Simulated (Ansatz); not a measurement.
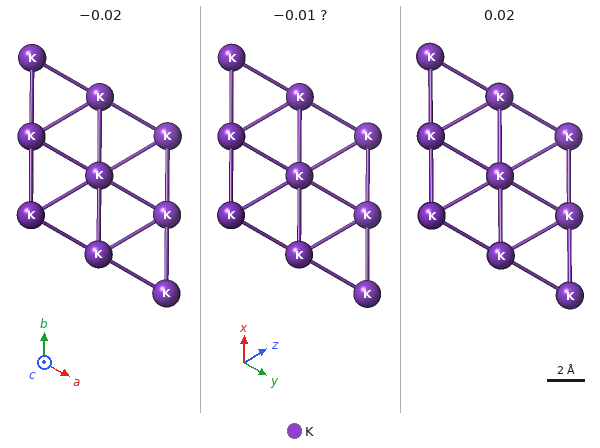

A scan of a crystal of K (Im-3m): the cell is strained along y alone, with the atoms kept at their fractional coordinates. x, y and z are the Cartesian axes of the input. Style: ball-and-stick. Shown: the cell of the calculation, repeated 2 × 2 × 1 with one cell outlined, along the c axis.

Method: Ansatz, DFT PBEsol, scalar-relativistic, plane waves, PAW. Settings: plane-wave cutoff 420 eV; k-point mesh 14 × 14 × 14; occupations gaussian; smearing width 0.15 eV; no spin polarisation. Energies (free energies at the smearing named) are counted from the cell as listed in its source, which wasn't relaxed.

```csv
strain,ΔE (meV/atom)
−0.0200,0.01
−0.0150,−0.07
−0.0100,?
−0.0050,−0.07
0.0000,0.00
0.0050,0.12
0.0100,0.28
0.0150,0.49
0.0175,0.60
0.0200,0.73
```

**Fill in the missing row.**

A straight line between the two neighbours gives −0.07 meV/atom. A cubic through the four nearest rows (−0.0200, −0.0150, −0.0050, 0.0000) gives, with Lagrange weights, (−0.1667)(0.01) + (0.6667)(−0.07) + (0.6667)(−0.07) + (−0.1667)(0.00) = −0.10 meV/atom. The calculation gives −0.10 meV/atom, so the cubic is right to the digits shown and the straight line 0.03 meV/atom too high, as the curve bends upwards here.

The whole profile:

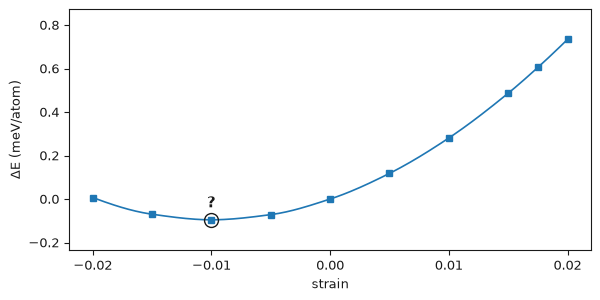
